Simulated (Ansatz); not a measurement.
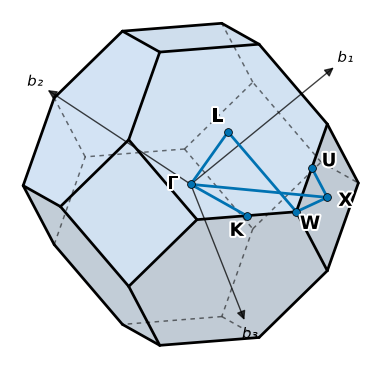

For Be, the input geometry of an electronic-structure calculation (not necessarily at equilibrium); the starting structure was generated, so it need not be a known form of this composition: the figure shows the first Brillouin zone with its special points and a band path. All values are computed from the atomic coordinates in the standard setting (tolerance 0.002 Å).

Labels and path follow the convention of Hinuma et al. (2017), as computed by seekpath; the arrows show the directions of the reciprocal primitive vectors b₁, b₂, b₃.

Q: What lattice type do the shape and the labels point to?

A: A face-centred cubic lattice (cF; extended symbol cF2). The zone is a truncated octahedron in its combinatorial type: 14 faces (6 with 4 edges, 8 with 6 edges), 36 edges, 24 vertices.

Q: Write the standard path through the labelled points.

A: Γ–X–U | K–Γ–L–W–X
